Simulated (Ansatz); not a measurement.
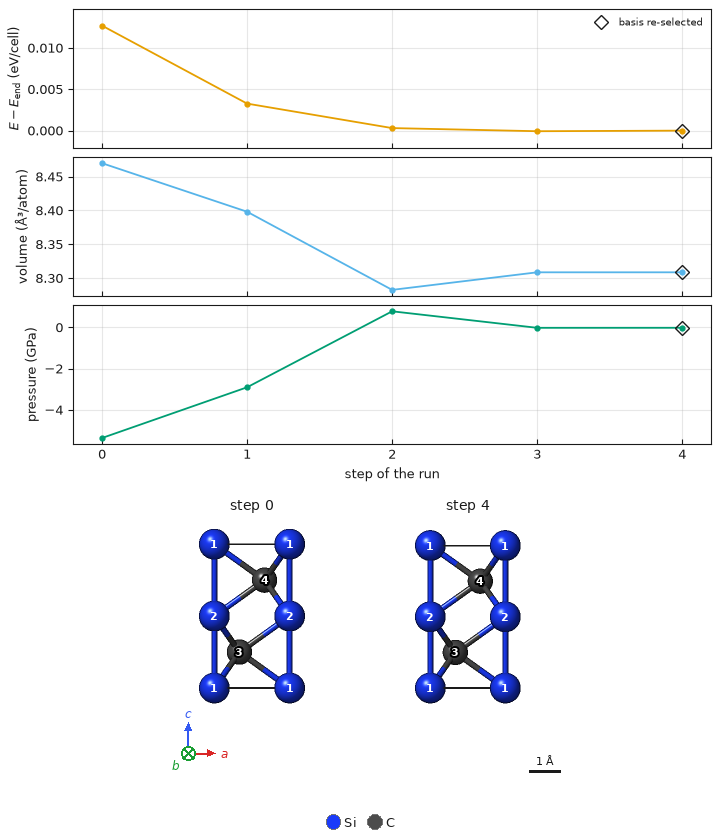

First and last geometry of a relaxation of a crystal of SiC (built on the NiAs type), with the history of the run. The picture is a ball-and-stick view of the cell of the calculation, seen along the b axis.

Computed with DFT, r2SCAN, plane waves, PAW in Ansatz 0.2.0.

Input
```yaml
crystal:
  lattice:
    - [2.870503507, 0.0, 0.0]
    - [-1.4352517535, 2.4859289587, 0.0]
    - [0.0, 0.0, 4.7477778643]
  atoms:
    - { symbol: Si, position: [0.0, 0.0, 0.0] }
    - { symbol: Si, position: [0.0, 0.0, 0.5] }
    - { symbol: C, position: [0.3333333333, 0.6666666667, 0.25] }
    - { symbol: C, position: [0.6666666667, 0.3333333333, 0.75] }
kpoints:
  mp_grid: { grid: [12, 12, 6] }
hamiltonian:
  xc: r2scan
scf:
  occupations: { method: fermi_dirac, width: 0.02 }
relax:
  f_tol: 0.005
  cell: {}
```

Launched with:
```bash
ansatz run input.yaml --threads 2 --pin off --max-ram 2211MiB --backend cpu --events-out ev --progress --plain --runs-dir out
```

> Did the run converge, and what did it change?

It converged. No atom moves by more than 0.005 Å relative to the cell. The volume changes by −1.9 %, with a = b 2.871 → 2.857 Å (−0.5 %), c 4.748 → 4.702 Å (−1.0 %). Near-neighbour distances that change, for instance: Si1–Si2 2.374 → 2.351 Å, Si1–C3 2.038 → 2.025 Å. The space group stays P6_3/mmc (No. 194). The energy falls by 12.7 meV per cell of the calculation in 3 accepted moves (4 points after the start). All forces vanish by symmetry, so only the cell relaxes. Pressure: −5.36 GPa at the start and −0.02 GPa at the end. The SCF was repeated once at an unchanged geometry on a basis and grid sized afresh for the cell, which shifted the energy by 0.1 meV per cell of the calculation at most.
